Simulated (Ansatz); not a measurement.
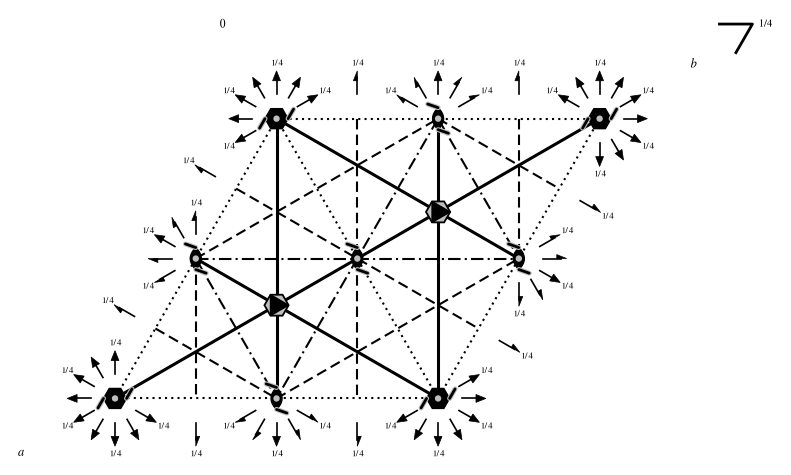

Symmetry elements of a space group, projected down c, computed from the operations of a computed or model structure of composition Hg, which need not be its known form.

Symbols follow the International Tables: origin at the upper left, the third axis towards the viewer; heavy, dashed, dotted, dash-dotted and dash-dot-dot lines are mirror, in-plane glide, out-of-plane glide, diagonal (n; with arrows d) and double (e) glide planes seen edge on; arrows at the rim are 2 (full head) and 2₁ (half head) axes in the plane; the corner sign is a plane parallel to the page; fractions are heights. Handed screw axes carry their printed symbol instead of tails.

### Give the Hermann–Mauguin symbol and number.

P6_3/mmc (No. 194); primitive hexagonal, point group 6/mmm, 24 general positions a cell.

### List the elements shown.

−6 axes along c at (1/3, 2/3), (2/3, 1/3); 6₃ axes along c at (0, 0); 2₁ axes along c at (0, 1/2), (1/2, 0), (1/2, 1/2); inversion centres at (0, 0), (0, 1/2), (1/2, 0), (1/2, 1/2); mirror planes holding c and [1 2 0] or [2 1 0] or [−1 1 0]; in-plane glide planes holding c and [1 2 0] or [2 1 0] or [−1 1 0]; c glide planes normal to a*, at x = 0; n glide planes normal to a*, at x = 1/2; c glide planes normal to b*, at y = 0; n glide planes normal to b*, at y = 1/2; c glide planes holding c and [1 1 0]; diagonal glide planes holding c and [1 1 0]; a mirror plane normal to c at height 1/4; 2 axes along [1 1 0] at height 0; 2 axes along [1 2 0] at height 1/4; 2 axes along [2 1 0] at height 1/4; 2 axes along [−1 1 0] at height 1/4; 2 axes along a at height 0; 2 axes along b at height 0; 2₁ axes along [1 1 0] at height 0; 2₁ axes along [1 2 0] at height 1/4; 2₁ axes along [2 1 0] at height 1/4; 2₁ axes along [−1 1 0] at height 1/4; 2₁ axes along a at height 0; 2₁ axes along b at height 0. Heights repeat every half period; positions are (a, b) fractions, modulo 1.
